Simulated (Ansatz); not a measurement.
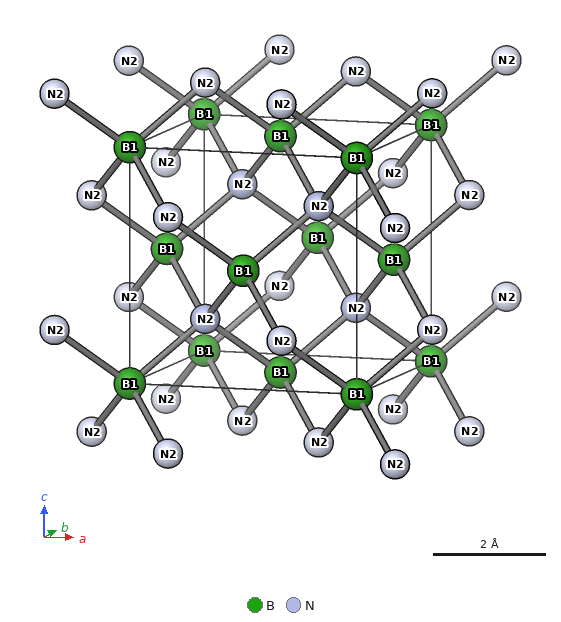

The input geometry (ball-and-stick view of the cell 4 times as large as that of the calculation, set on its symmetry axes, seen slightly off an axis; neighbours outside the cell are drawn fainter; atoms are numbered from 1 in the order of the input). Near neighbours in the crystal (not all of them lie inside the picture): B has 4 N at 1.86 Å; N has 4 B at 1.86 Å.

Geometry relaxation of BN (part 1 of 2)

System: BN (2 atoms in the cell).
Method: DFT PBEsol, scalar-relativistic, plane waves, PAW, no spin polarisation (Ansatz 0.2.0).

The structure was made by swapping elements on the sites of another compound; it need not be a known phase. It belongs to a series of runs on one base structure; here: Al -> B, P -> N on all its sites, cell and atoms relaxed. Figures and captions count atoms from 1; the log counts them from 0 in places.

Output
```
Engine: ansatz 0.2.0, x86_64-unknown-linux-gnu
Pseudopotentials: kind: paw
Pseudopotential: B, paw, valence charge 3, recommended cutoff 420 eV (normal), B.paw.azcp
Pseudopotential: N, paw, valence charge 5, recommended cutoff 420 eV (normal), N.paw.azcp
Functional definition: PBEsol
  exchange = pbesol_x
  correlation = pbesol_c
Crystal: 2 atoms, lattice volume = 19.709 Å³
Basis set: ecut = 420 eV, 387 PW (Γ), exchange–correlation on 48×48×48 points (8 copies of the dense FFT grid, shifted against one another)
Bands: 8, of which v1, the nominal top of the filled ones, is band 4 counted from 1 (3 counted from 0)
Symmetry: 24 space group operations
Space group: F-43m (ITA 216), of the structure as read, at distance tolerance 2.7e-5 Å
k-points: 29 of 512 (time reversal used)
Non-local potential: B, projectors of the file, l = 0: 2, l = 1: 2, l = 2: 1
Non-local potential: N, projectors of the file, l = 0: 2, l = 1: 2, l = 2: 1
PAW form: soft (Blöchl's): semilocal exchange-correlation on the pseudo side does not see the compensation charge
PAW frozen core: B, regenerated for the run's functional, and the local potential with it (the file was generated under x = pbe(κ = 0.804, μ = 0.2195149727645171), c = pbe(β = 0.06672455060314922))
PAW frozen core: N, regenerated for the run's functional, and the local potential with it (the file was generated under x = pbe(κ = 0.804, μ = 0.2195149727645171), c = pbe(β = 0.06672455060314922))
PAW one-centre angular grid: B, 110 points (default); XC on 64 Gauss nodes
PAW one-centre angular grid: N, 110 points (default); XC on 64 Gauss nodes
Initial density: superposition of atomic densities (neutral atoms: chi_scale 0, normalization atom), corrected by the library's trained network
Initial wavefunctions: pseudopotential atomic-orbital guess
Functional: x = pbesol(κ = 0.804, μ = 0.12345679012345678), c = pbesol(β = 0.046)
SCF iter   1: F=—  HF=-531.025351 eV  |F-HF|=—  |Δ(HF+E_count)|=         —  Δρ=8.83e-3  dr2=1.42e-2  ethr=1.77e-3  ⟨swp⟩=4.2  Hψ=1466  notcnv=0
preconditioner: auto → none  [insulator: Δε(μ)=3.244 eV  Ē_g=13.617 eV  σ=0.100 eV  W_gap=1.00  n_scr=0 (ndim 8)  ℏωp=23.7 eV  f_vac=0.000  D(μ)=0.00/eV (n_scr^D=0)  ε∞_Penn≈4.0]
SCF iter   2: F=—  HF=-531.021683 eV  |F-HF|=—  |Δ(HF+E_count)|=   3.67e-3  Δρ=3.14e-3  dr2=1.94e-3  ethr=1.78e-4  ⟨swp⟩=1.0  Hψ=464  notcnv=0
SCF iter   3: F=—  HF=-531.021280 eV  |F-HF|=—  |Δ(HF+E_count)|=   4.03e-4  Δρ=3.02e-4  dr2=1.02e-5  ethr=2.42e-5  ⟨swp⟩=2.0  Hψ=343  notcnv=0
SCF iter   4: F=—  HF=-531.021285 eV  |F-HF|=—  |Δ(HF+E_count)|=   5.53e-6  Δρ=1.50e-5  dr2=1.88e-8  ethr=1.28e-7  ⟨swp⟩=2.0  Hψ=325  notcnv=0
iter 5 did not close the SCF: its close was put off for the readings that it lacked (scf_convergence_deferred on its scf_iter line)
SCF iter   5: F=-531.021285 eV  HF=-531.021285 eV  |F-HF|=7.88e-10  |Δ(HF+E_count)|=   5.93e-9  Δρ=3.44e-6  dr2=8.82e-10  ethr=2.35e-10  ⟨swp⟩=2.1  Hψ=307  notcnv=0
SCF iter   6: F=-531.021285 eV  HF=-531.021285 eV  |F-HF|=9.09e-13  |Δ(HF+E_count)|=  9.26e-10  Δρ=1.02e-7  dr2=1.16e-12  ethr=1.10e-11  ⟨swp⟩=1.2  Hψ=694  notcnv=0
SCF 1 converged in 6 iterations: F = -531.021285 eV  dr2 = 1.16e-12
  greatest PAW one-centre occupation: 0.770 electrons in one spin orbital (limit 2), on the N atom at site 1 (counted from 0), in its partial waves of l = 0
relax step   1: F+E_penalty+E_count = -531.02128523 eV  Δ(F+E_penalty+E_count) = +0.000e0 eV  max|allowed force component| = 5.089e-16 eV/Å  Δτ_max = 0.0000 Å  P = -73.843 GPa  Ω = 19.709 Å³  (6 SCF iters, dr2 threshold 1.00e-7 eV, accepted)
Crystal: 2 atoms, lattice volume = 16.965 Å³
Basis set: ecut = 420 eV, 331 PW (Γ), exchange–correlation on 48×48×48 points (8 copies of the dense FFT grid, shifted against one another)
Initial density: handed on by an earlier stage of this run
Initial wavefunctions: those handed on with the density
iter 1 solved again at ethr=7.72e-4 eV; its pass at ethr=3.10e-3 eV (dr2=6.18e-2 eV) is discarded
SCF iter   1: F=—  HF=-532.298860 eV  |F-HF|=—  |Δ(HF+E_count)|=         —  Δρ=1.89e-2  dr2=6.18e-2  ethr=7.72e-4  ⟨swp⟩=1.0  Hψ=1813  notcnv=0
preconditioner: auto → none  [insulator: Δε(μ)=4.000 eV  Ē_g=15.300 eV  σ=0.100 eV  W_gap=1.00  n_scr=0 (ndim 8)  ℏωp=25.5 eV  f_vac=0.000  D(μ)=0.00/eV (n_scr^D=0)  ε∞_Penn≈3.8]
SCF iter   2: F=—  HF=-532.282750 eV  |F-HF|=—  |Δ(HF+E_count)|=   1.61e-2  Δρ=7.30e-3  dr2=9.68e-3  ethr=7.72e-4  ⟨swp⟩=2.2  Hψ=341  notcnv=0
SCF iter   3: F=—  HF=-532.280352 eV  |F-HF|=—  |Δ(HF+E_count)|=   2.40e-3  Δρ=7.75e-4  dr2=6.72e-5  ethr=1.21e-4  ⟨swp⟩=2.0  Hψ=349  notcnv=0
SCF iter   4: F=—  HF=-532.280373 eV  |F-HF|=—  |Δ(HF+E_count)|=   2.07e-5  Δρ=6.44e-5  dr2=2.50e-7  ethr=8.40e-7  ⟨swp⟩=2.0  Hψ=323  notcnv=0
iter 5 did not close the SCF: its close was put off for the readings that it lacked (scf_convergence_deferred on its scf_iter line)
SCF iter   5: F=-532.280373 eV  HF=-532.280373 eV  |F-HF|=3.59e-9  |Δ(HF+E_count)|=   2.83e-7  Δρ=5.88e-6  dr2=2.44e-9  ethr=3.13e-9  ⟨swp⟩=2.7  Hψ=355  notcnv=0
SCF iter   6: F=-532.280373 eV  HF=-532.280373 eV  |F-HF|=5.68e-13  |Δ(HF+E_count)|=   4.06e-9  Δρ=2.45e-7  dr2=5.81e-12  ethr=3.05e-11  ⟨swp⟩=1.4  Hψ=728  notcnv=0
SCF 2 converged in 6 iterations: F = -532.280373 eV  dr2 = 5.81e-12
  greatest PAW one-centre occupation: 0.768 electrons in one spin orbital (limit 2), on the N atom at site 1 (counted from 0), in its partial waves of l = 0
relax step   2: F+E_penalty+E_count = -532.28037281 eV  Δ(F+E_penalty+E_count) = -1.259e0 eV  max|allowed force component| = 1.850e-16 eV/Å  Δτ_max = 0.0000 Å  P = -70.421 GPa  Ω = 16.965 Å³  energy of the carried Pulay correction = +1.041e-2 eV  (6 SCF iters, dr2 threshold 2.00e-7 eV, accepted)
Crystal: 2 atoms, lattice volume = 14.488 Å³
Basis set: ecut = 420 eV, 283 PW (Γ), exchange–correlation on 48×48×48 points (8 copies of the dense FFT grid, shifted against one another)
iter 1 solved again at ethr=1.09e-3 eV; its pass at ethr=3.10e-3 eV (dr2=8.71e-2 eV) is discarded
SCF iter   1: F=—  HF=-533.308617 eV  |F-HF|=—  |Δ(HF+E_count)|=         —  Δρ=2.52e-2  dr2=8.73e-2  ethr=1.09e-3  ⟨swp⟩=1.0  Hψ=1845  notcnv=0
preconditioner: auto → none  [insulator: Δε(μ)=4.272 eV  Ē_g=17.223 eV  σ=0.100 eV  W_gap=1.00  n_scr=0 (ndim 8)  ℏωp=27.6 eV  f_vac=0.000  D(μ)=0.00/eV (n_scr^D=0)  ε∞_Penn≈3.6]
SCF iter   2: F=—  HF=-533.283378 eV  |F-HF|=—  |Δ(HF+E_count)|=   2.52e-2  Δρ=9.39e-3  dr2=1.27e-2  ethr=1.09e-3  ⟨swp⟩=2.8  Hψ=410  notcnv=0
SCF iter   3: F=—  HF=-533.279906 eV  |F-HF|=—  |Δ(HF+E_count)|=   3.47e-3  Δρ=1.05e-3  dr2=9.00e-5  ethr=1.59e-4  ⟨swp⟩=2.1  Hψ=351  notcnv=0
SCF iter   4: F=—  HF=-533.279934 eV  |F-HF|=—  |Δ(HF+E_count)|=   2.80e-5  Δρ=8.87e-5  dr2=4.30e-7  ethr=1.12e-6  ⟨swp⟩=1.4  Hψ=262  notcnv=0
iter 5 did not close the SCF: its close was put off for the readings that it lacked (scf_convergence_deferred on its scf_iter line)
SCF iter   5: F=-533.279935 eV  HF=-533.279935 eV  |F-HF|=3.23e-9  |Δ(HF+E_count)|=   5.22e-7  Δρ=8.71e-6  dr2=3.10e-9  ethr=5.38e-9  ⟨swp⟩=2.6  Hψ=351  notcnv=0
SCF iter   6: F=-533.279935 eV  HF=-533.279935 eV  |F-HF|=6.82e-13  |Δ(HF+E_count)|=   3.64e-9  Δρ=2.37e-7  dr2=4.00e-12  ethr=3.87e-11  ⟨swp⟩=1.8  Hψ=778  notcnv=0
SCF 3 converged in 6 iterations: F = -533.279935 eV  dr2 = 4.00e-12
  greatest PAW one-centre occupation: 0.771 electrons in one spin orbital (limit 2), on the N atom at site 1 (counted from 0), in its partial waves of l = 0
relax step   3: F+E_penalty+E_count = -533.27993496 eV  Δ(F+E_penalty+E_count) = -9.996e-1 eV  max|allowed force component| = 3.562e-16 eV/Å  Δτ_max = 0.0000 Å  P = -54.407 GPa  Ω = 14.488 Å³  energy of the carried Pulay correction = +2.124e-2 eV  (6 SCF iters, dr2 threshold 2.00e-7 eV, accepted)
Crystal: 2 atoms, lattice volume = 12.265 Å³
Basis set: ecut = 420 eV, 259 PW (Γ), exchange–correlation on 48×48×48 points (8 copies of the dense FFT grid, shifted against one another)
iter 1 solved again at ethr=1.55e-3 eV; its pass at ethr=3.10e-3 eV (dr2=1.24e-1 eV) is discarded
SCF iter   1: F=—  HF=-533.858433 eV  |F-HF|=—  |Δ(HF+E_count)|=         —  Δρ=3.40e-2  dr2=1.24e-1  ethr=1.55e-3  ⟨swp⟩=1.0  Hψ=1915  notcnv=0
preconditioner: auto → none  [insulator: Δε(μ)=4.545 eV  Ē_g=19.469 eV  σ=0.100 eV  W_gap=1.00  n_scr=0 (ndim 8)  ℏωp=30.0 eV  f_vac=0.000  D(μ)=0.00/eV (n_scr^D=0)  ε∞_Penn≈3.4]
SCF iter   2: F=—  HF=-533.819388 eV  |F-HF|=—  |Δ(HF+E_count)|=   3.90e-2  Δρ=1.31e-2  dr2=1.59e-2  ethr=1.55e-3  ⟨swp⟩=2.7  Hψ=448  notcnv=0
SCF iter   3: F=—  HF=-533.815235 eV  |F-HF|=—  |Δ(HF+E_count)|=   4.15e-3  Δρ=4.39e-3  dr2=2.15e-3  ethr=1.99e-4  ⟨swp⟩=3.0  Hψ=403  notcnv=0
SCF iter   4: F=—  HF=-533.814770 eV  |F-HF|=—  |Δ(HF+E_count)|=   4.65e-4  Δρ=6.45e-4  dr2=1.84e-5  ethr=2.69e-5  ⟨swp⟩=2.1  Hψ=352  notcnv=0
SCF iter   5: F=—  HF=-533.814779 eV  |F-HF|=—  |Δ(HF+E_count)|=   8.49e-6  Δρ=2.75e-5  dr2=5.23e-8  ethr=2.50e-9  ⟨swp⟩=4.5  Hψ=1368  notcnv=0
SCF iter   6: F=-533.814779 eV  HF=-533.814779 eV  |F-HF|=2.90e-10  |Δ(HF+E_count)|=   5.92e-9  Δρ=2.55e-6  dr2=2.22e-10  ethr=6.54e-10  ⟨swp⟩=2.0  Hψ=780  notcnv=0
SCF 4 converged in 6 iterations: F = -533.814779 eV  dr2 = 2.22e-10
  greatest PAW one-centre occupation: 0.781 electrons in one spin orbital (limit 2), on the N atom at site 1 (counted from 0), in its partial waves of l = 0
relax step   4: F+E_penalty+E_count = -533.81477865 eV  Δ(F+E_penalty+E_count) = -5.348e-1 eV  max|allowed force component| = 1.943e-16 eV/Å  Δτ_max = 0.0000 Å  P = -15.298 GPa  Ω = 12.265 Å³  energy of the carried Pulay correction = +3.239e-2 eV  (6 SCF iters, dr2 threshold 2.00e-7 eV, accepted)
Crystal: 2 atoms, lattice volume = 11.745 Å³
iter 1 solved again at ethr=1.33e-4 eV; its pass at ethr=3.10e-3 eV (dr2=1.06e-2 eV) is discarded
SCF iter   1: F=—  HF=-533.846877 eV  |F-HF|=—  |Δ(HF+E_count)|=         —  Δρ=1.04e-2  dr2=1.08e-2  ethr=1.33e-4  ⟨swp⟩=1.0  Hψ=1798  notcnv=0
preconditioner: auto → none  [insulator: Δε(μ)=4.381 eV  Ē_g=20.043 eV  σ=0.100 eV  W_gap=1.00  n_scr=0 (ndim 8)  ℏωp=30.6 eV  f_vac=0.000  D(μ)=0.00/eV (n_scr^D=0)  ε∞_Penn≈3.3]
SCF iter   2: F=—  HF=-533.843582 eV  |F-HF|=—  |Δ(HF+E_count)|=   3.30e-3  Δρ=3.82e-3  dr2=1.28e-3  ethr=1.33e-4  ⟨swp⟩=2.5  Hψ=394  notcnv=0
SCF iter   3: F=—  HF=-533.843254 eV  |F-HF|=—  |Δ(HF+E_count)|=   3.28e-4  Δρ=1.27e-3  dr2=1.67e-4  ethr=1.60e-5  ⟨swp⟩=2.0  Hψ=326  notcnv=0
SCF iter   4: F=—  HF=-533.843223 eV  |F-HF|=—  |Δ(HF+E_count)|=   3.17e-5  Δρ=1.84e-4  dr2=1.37e-6  ethr=2.08e-6  ⟨swp⟩=2.0  Hψ=349  notcnv=0
SCF iter   5: F=-533.843223 eV  HF=-533.843223 eV  |F-HF|=1.59e-10  |Δ(HF+E_count)|=   6.52e-7  Δρ=5.41e-6  dr2=1.61e-9  ethr=2.50e-9  ⟨swp⟩=5.7  Hψ=1194  notcnv=0
SCF 5 converged in 5 iterations: F = -533.843223 eV  dr2 = 1.61e-9
  greatest PAW one-centre occupation: 0.784 electrons in one spin orbital (limit 2), on the N atom at site 1 (counted from 0), in its partial waves of l = 0
relax step   5: F+E_penalty+E_count = -533.84322319 eV  Δ(F+E_penalty+E_count) = -2.844e-2 eV  max|allowed force component| = 1.365e-16 eV/Å  Δτ_max = 0.0000 Å  P = +0.034 GPa  Ω = 11.745 Å³  energy of the carried Pulay correction = +3.522e-2 eV  (5 SCF iters, dr2 threshold 2.00e-7 eV, accepted)
Basis set: ecut = 420 eV, 259 PW (Γ), exchange–correlation on 36×36×36 points (8 copies of the dense FFT grid, shifted against one another)
Initial wavefunctions: pseudopotential atomic-orbital guess (no wavefunctions were taken with the density)
iter 1 solved again at ethr=1.34e-7 eV; its pass at ethr=3.10e-3 eV (dr2=1.08e-5 eV) is discarded
SCF iter   1: F=—  HF=-533.836022 eV  |F-HF|=—  |Δ(HF+E_count)|=         —  Δρ=8.97e-4  dr2=1.14e-5  ethr=1.34e-7  ⟨swp⟩=2.0  Hψ=2094  notcnv=0
preconditioner: auto → none  [insulator: Δε(μ)=4.294 eV  Ē_g=20.025 eV  σ=0.100 eV  W_gap=1.00  n_scr=0 (ndim 8)  ℏωp=30.6 eV  f_vac=0.000  D(μ)=0.00/eV (n_scr^D=0)  ε∞_Penn≈3.3]
SCF iter   2: F=—  HF=-533.836042 eV  |F-HF|=—  |Δ(HF+E_count)|=   1.92e-5  Δρ=4.34e-4  dr2=2.69e-6  ethr=1.34e-7  ⟨swp⟩=2.0  Hψ=346  notcnv=0
SCF iter   3: F=—  HF=-533.836046 eV  |F-HF|=—  |Δ(HF+E_count)|=   4.57e-6  Δρ=1.25e-4  dr2=7.61e-7  ethr=3.36e-8  ⟨swp⟩=2.3  Hψ=352  notcnv=0
SCF iter   4: F=—  HF=-533.836047 eV  |F-HF|=—  |Δ(HF+E_count)|=   8.00e-7  Δρ=1.17e-5  dr2=4.25e-9  ethr=9.51e-9  ⟨swp⟩=2.6  Hψ=347  notcnv=0
SCF iter   5: F=-533.836047 eV  HF=-533.836047 eV  |F-HF|=2.56e-11  |Δ(HF+E_count)|=   3.45e-9  Δρ=1.02e-6  dr2=3.34e-11  ethr=2.50e-11  ⟨swp⟩=4.1  Hψ=694  notcnv=0
SCF 6 converged in 5 iterations: F = -533.836047 eV  dr2 = 3.34e-11
  greatest PAW one-centre occupation: 0.785 electrons in one spin orbital (limit 2), on the N atom at site 1 (counted from 0), in its partial waves of l = 0
```
